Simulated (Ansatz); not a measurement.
# Si: a changed input and its effect

System: Si (Cmmm, 8 atoms in the cell).
Method of the first run: DFT PBEsol, scalar-relativistic, plane waves, PAW, no spin polarisation (Ansatz 0.2.0).

The structure was made by a generator, so it may or may not be a known phase. Text and figures count atoms from 1; the logs count them from 0 in places.

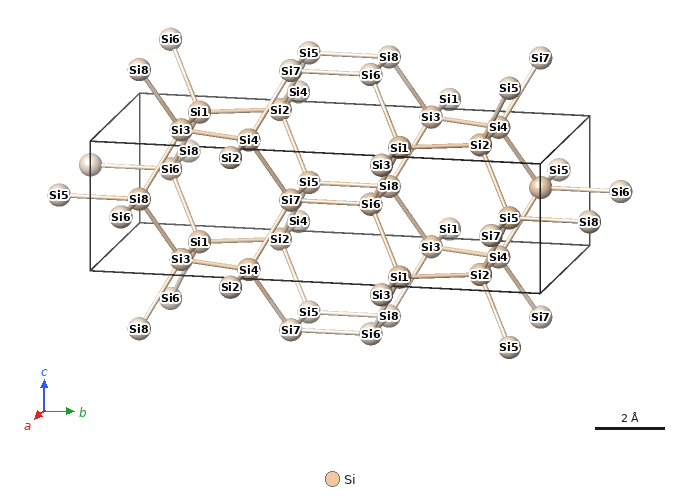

The structure as given in the input (ball-and-stick view of the cell 2 times as large as that of the calculation, set on its symmetry axes, seen slightly off an axis; neighbours outside the cell are drawn fainter; atoms are numbered from 1 in the order of the input). Near neighbours in the crystal (not all of them lie inside the picture): Si has 4 Si at 2.36 to 2.39 Å.

**Input file, the first run**
```yaml
crystal:
  lattice:
    - [3.2405709123, -6.7053006754, 0.0]
    - [3.2405709123, 6.7053006754, 0.0]
    - [0.0, 0.0, 3.8593116521]
  atoms:
    - { symbol: Si, position: [0.1485739405, 0.4839235793, 0.0] }
    - { symbol: Si, position: [0.8514260595, 0.5160764207, 0.0] }
    - { symbol: Si, position: [0.5160764207, 0.8514260595, 0.0] }
    - { symbol: Si, position: [0.4839235793, 0.1485739405, 0.0] }
    - { symbol: Si, position: [0.9045053915, 0.7266935922, 0.5] }
    - { symbol: Si, position: [0.0954946085, 0.2733064078, 0.5] }
    - { symbol: Si, position: [0.2733064078, 0.0954946085, 0.5] }
    - { symbol: Si, position: [0.7266935922, 0.9045053915, 0.5] }
basis:
  ecutwfc: 420
kpoints:
  mp_grid: { grid: [6, 6, 10] }
  band_path:
    path:
      - [[0.0, 0.0, 0.0], [-0.5, 0.5, 0.0], [-0.30839109, 0.69160891, 0.0]]
      - [[0.30839109, 0.30839109, 0.0], [0.0, 0.0, 0.0], [0.0, 0.0, 0.5], [0.30839109, 0.30839109, 0.5]]
      - [[-0.30839109, 0.69160891, 0.5], [-0.5, 0.5, 0.5], [-0.5, 0.5, 0.0]]
      - [[0.0, 0.0, 0.0], [0.0, 0.5, 0.0], [0.0, 0.5, 0.5], [0.0, 0.0, 0.5], [-0.5, 0.5, 0.5]]
    npoints: 14
hamiltonian:
  xc: pbesol
scf:
  occupations: { method: gaussian, width: 0.02 }
  n_extra_bands: 20
output:
  forces: true
  stress: true
  eigenvalues: true
  populations: true
  dos: { projected: true, de: 0.02, nscf_kmesh: { grid: [9, 9, 15] } }
  bader: true
```

Launched with:
```bash
ansatz run input.yaml --threads 1 --pin off --max-ram 2560MiB --backend cpu --events-out ev --progress --plain --runs-dir out
```

Hardware: 1 thread of Arm Neoverse V1, 24 GiB of memory available, shared host.

**Output, shortened to warnings, some set-up lines, iterations and results (the first run)**
```
Basis set: ecut = 420 eV, 3273 PW (Γ), exchange–correlation on 100×100×54 points (8 copies of the dense FFT grid, shifted against one another)
Symmetry: 8 space group operations
k-points: 78 of 360
Initial density: superposition of atomic densities (neutral atoms: chi_scale 0, normalization atom), corrected by the library's trained network
[...]
SCF iter   1: F=—  HF=-4971.417181 eV  |F-HF|=—  |Δ(HF+E_count)|=         —  Δρ=2.42e-3  dr2=1.28e-2  ethr=1.77e-3  ⟨swp⟩=6.2  Hψ=14869  notcnv=0  defer=348
SCF iter   2: F=—  HF=-4971.416348 eV  |F-HF|=—  |Δ(HF+E_count)|=   8.34e-4  Δρ=1.31e-3  dr2=3.85e-3  ethr=4.00e-5  ⟨swp⟩=2.2  Hψ=4549  notcnv=0  defer=881
SCF iter   3: F=—  HF=-4971.415781 eV  |F-HF|=—  |Δ(HF+E_count)|=   5.67e-4  Δρ=1.47e-4  dr2=6.38e-5  ethr=1.20e-5  ⟨swp⟩=2.7  Hψ=3082  notcnv=0  defer=881
SCF iter   4: F=—  HF=-4971.415758 eV  |F-HF|=—  |Δ(HF+E_count)|=   2.28e-5  Δρ=5.29e-5  dr2=4.96e-6  ethr=1.99e-7  ⟨swp⟩=2.7  Hψ=2833  notcnv=0  defer=881
SCF iter   5: F=—  HF=-4971.415763 eV  |F-HF|=—  |Δ(HF+E_count)|=   4.60e-6  Δρ=9.76e-6  dr2=2.04e-7  ethr=1.55e-8  ⟨swp⟩=2.0  Hψ=2956  notcnv=0  defer=881
SCF iter   6: F=-4971.415763 eV  HF=-4971.415763 eV  |F-HF|=1.01e-8  |Δ(HF+E_count)|=   1.39e-7  Δρ=3.74e-6  dr2=3.27e-8  ethr=3.13e-10  ⟨swp⟩=12.0  Hψ=17052  notcnv=0
SCF 1 converged in 6 iterations: F = -4971.415763 eV  dr2 = 3.27e-8
NSCF: frozen V_eff on 158 k-points
NSCF: frozen V_eff on 200 k-points
SCF converged after 6 iterations
Free energy (F): -4971.415763 eV
Harris-Foulkes:  -4971.415763 eV  (|F-HF|=1.01e-8)
Internal energy: -4971.415763 eV  (E = F + TS)
E sigma→0 (E₀):  -4971.415763 eV
Fermi energy:    6.085154 eV
--- Per-component energies (eV) ---
  E_band       = 22.603593
  E_kinetic    = 319.160708
  E_local      = -253.360376  (includes V_loc(G=0)·N_el)
  E_nonlocal   = 207.347070
  E_hartree    = 70.684400
  E_xc         = -435.831499
  E_vxc        = -372.554788  (∫ρ·V_xc dr)
  E_paw        = -3991.123823  (= ΣΔE_a)
  E_vpaw       = -19.357861  (= ΣTr[D̂ρ^β])
  E_aug_tail   = 0.000050  (compensation charges beyond the density's cutoff)
  E_ewald      = -888.544779
  E_core_change = 0.252485  (= ΣΔE_core)
  E_smearing   = -0.000000  (= −TS)
  E_closure    = 0.000000  (closes the sum)
  Σ components = -4971.415763   (vs F -4971.415763, Δ=0.00e0)
--- Forces (eV/Å), atoms counted from 1 ---
  atom   1  Si    -0.00464676     0.01007962     0.00000000
  atom   2  Si     0.00464676    -0.01007962    -0.00000000
  atom   3  Si     0.00464676     0.01007962    -0.00000000
  atom   4  Si    -0.00464676    -0.01007962     0.00000000
  atom   5  Si     0.00614237    -0.00912627     0.00000000
  atom   6  Si    -0.00614237     0.00912627    -0.00000000
  atom   7  Si    -0.00614237    -0.00912627    -0.00000000
  atom   8  Si     0.00614237     0.00912627     0.00000000
  max |Σ_I F_I| component: 0.00e0 eV/Å
--- Stress (GPa, compression-positive) ---
       -1.705623       0.000000       0.000000
        0.000000      -1.731624      -0.000000
        0.000000      -0.000000      -1.780238
  P = ⅓ Tr σ = -1.7392 GPa (-17.392 kbar)
--- Löwdin populations: 8 sites ---
  site symbol       q [e]
     0     Si      3.9608
     1     Si      3.9608
     2     Si      3.9608
     3     Si      3.9608
     4     Si      3.9635
     5     Si      3.9635
     6     Si      3.9635
     7     Si      3.9635
  spilling = 0.009458 (of n_electrons = 32.000000)
--- Bader charges: 8 sites ---
  site symbol  charge [e]  shift [e]
     0     Si      0.0099     0.0009
     1     Si      0.0099     0.0009
     2     Si      0.0099     0.0009
     3     Si      0.0099     0.0009
     4     Si     -0.0099     0.0009
     5     Si     -0.0099     0.0009
     6     Si     -0.0099     0.0009
     7     Si     -0.0099     0.0009
  estimated error of the sums over rays = 1.3e-4 e
```

The input of the second run differs as follows (lines with − go, lines with + come):
```diff
-  xc: pbesol
+  xc: pbe
+  write_density: true
+  write_potential: true
+  elf: true
+  volumetric_format: npy
```

What does this change do to the results?

The total energies belong to different methods, so their difference says nothing on which is more stable or more accurate. The gap on the mesh goes from 0.43 to 0.53 eV. The pressure goes from −1.74 to 0.01 GPa. The functional changes from PBEsol to PBE. Along LDA, PBEsol, PBE and RPBE the binding weakens and the preferred volume grows, so the same cell is under more pressure with the later ones. The number of SCF iterations is the same.

**Output, shortened to warnings, some set-up lines, iterations and results (the second run)**
```
Basis set: ecut = 420 eV, 3273 PW (Γ), exchange–correlation on 100×100×54 points (8 copies of the dense FFT grid, shifted against one another)
Symmetry: 8 space group operations
k-points: 78 of 360
Initial density: superposition of atomic densities (neutral atoms: chi_scale 0, normalization atom), corrected by the library's trained network
[...]
SCF iter   1: F=—  HF=-5085.995687 eV  |F-HF|=—  |Δ(HF+E_count)|=         —  Δρ=1.29e-3  dr2=3.10e-3  ethr=1.77e-3  ⟨swp⟩=6.2  Hψ=14923  notcnv=0  defer=353
SCF iter   2: F=—  HF=-5085.997134 eV  |F-HF|=—  |Δ(HF+E_count)|=   1.45e-3  Δρ=7.31e-4  dr2=1.00e-3  ethr=9.67e-6  ⟨swp⟩=2.1  Hψ=4870  notcnv=0  defer=876
SCF iter   3: F=—  HF=-5085.997532 eV  |F-HF|=—  |Δ(HF+E_count)|=   3.98e-4  Δρ=1.38e-4  dr2=4.84e-5  ethr=3.13e-6  ⟨swp⟩=2.0  Hψ=3184  notcnv=0  defer=876
SCF iter   4: F=—  HF=-5085.997534 eV  |F-HF|=—  |Δ(HF+E_count)|=   1.56e-6  Δρ=5.82e-5  dr2=6.46e-6  ethr=1.51e-7  ⟨swp⟩=2.5  Hψ=2901  notcnv=0  defer=876
SCF iter   5: F=—  HF=-5085.997542 eV  |F-HF|=—  |Δ(HF+E_count)|=   8.77e-6  Δρ=1.39e-5  dr2=1.25e-6  ethr=2.02e-8  ⟨swp⟩=2.0  Hψ=2996  notcnv=0  defer=876
SCF iter   6: F=-5085.997543 eV  HF=-5085.997543 eV  |F-HF|=2.63e-9  |Δ(HF+E_count)|=   1.47e-7  Δρ=6.07e-6  dr2=9.12e-8  ethr=3.13e-10  ⟨swp⟩=15.1  Hψ=22217  notcnv=0
SCF 1 converged in 6 iterations: F = -5085.997543 eV  dr2 = 9.12e-8
NSCF: frozen V_eff on 158 k-points
NSCF: frozen V_eff on 200 k-points
SCF converged after 6 iterations
Free energy (F): -5085.997543 eV
Harris-Foulkes:  -5085.997543 eV  (|F-HF|=2.63e-9)
Internal energy: -5085.997543 eV  (E = F + TS)
E sigma→0 (E₀):  -5085.997543 eV
Fermi energy:    6.186020 eV
--- Per-component energies (eV) ---
  E_band       = 24.849903
  E_kinetic    = 320.251709
  E_local      = -254.331091  (includes V_loc(G=0)·N_el)
  E_nonlocal   = 206.965659
  E_hartree    = 71.896176
  E_xc         = -440.243068
  E_vxc        = -372.251041  (∫ρ·V_xc dr)
  E_paw        = -4101.992198  (= ΣΔE_a)
  E_vpaw       = -19.574918  (= ΣTr[D̂ρ^β])
  E_aug_tail   = 0.000051  (compensation charges beyond the density's cutoff)
  E_ewald      = -888.544779
  E_smearing   = -0.000000  (= −TS)
  E_closure    = 0.000000  (closes the sum)
  Σ components = -5085.997543   (vs F -5085.997543, Δ=0.00e0)
--- Forces (eV/Å), atoms counted from 1 ---
  atom   1  Si    -0.00155489    -0.00207871     0.00000000
  atom   2  Si     0.00155489     0.00207871    -0.00000000
  atom   3  Si     0.00155489    -0.00207871    -0.00000000
  atom   4  Si    -0.00155489     0.00207871     0.00000000
  atom   5  Si    -0.00175418    -0.00204842     0.00000000
  atom   6  Si     0.00175418     0.00204842    -0.00000000
  atom   7  Si     0.00175418    -0.00204842    -0.00000000
  atom   8  Si    -0.00175418     0.00204842     0.00000000
  max |Σ_I F_I| component: 3.47e-18 eV/Å
--- Stress (GPa, compression-positive) ---
        0.014003       0.000000       0.000000
        0.000000       0.012197       0.000000
        0.000000       0.000000      -0.002211
  P = ⅓ Tr σ = 0.0080 GPa (0.080 kbar)
--- Löwdin populations: 8 sites ---
  site symbol       q [e]
     0     Si      3.9591
     1     Si      3.9591
     2     Si      3.9591
     3     Si      3.9591
     4     Si      3.9624
     5     Si      3.9624
     6     Si      3.9624
     7     Si      3.9624
  spilling = 0.009804 (of n_electrons = 32.000000)
--- Bader charges: 8 sites ---
  site symbol  charge [e]  shift [e]
     0     Si      0.0120     0.0012
     1     Si      0.0120     0.0012
     2     Si      0.0120     0.0012
     3     Si      0.0120     0.0012
     4     Si     -0.0120     0.0012
     5     Si     -0.0120     0.0012
     6     Si     -0.0120     0.0012
     7     Si     -0.0120     0.0012
  estimated error of the sums over rays = 1.3e-4 e
```

**The two runs side by side**

| quantity | the first run | the second run |
| --- | --- | --- |
| outcome | converged | converged |
| free energy per atom (eV) | −621.4270 | −635.7497 |
| gap on the mesh (eV) | 0.43 | 0.53 |
| pressure (GPa) | −1.74 | 0.01 |
| largest force (eV/Å) | 0.011 | 0.003 |
| SCF iterations | 6 | 6 |
| irreducible k-points | 78 | 78 |
| plane waves at Γ | 3273 | 3273 |
| wall time (shared host) | 3.1 min | 3.2 min |
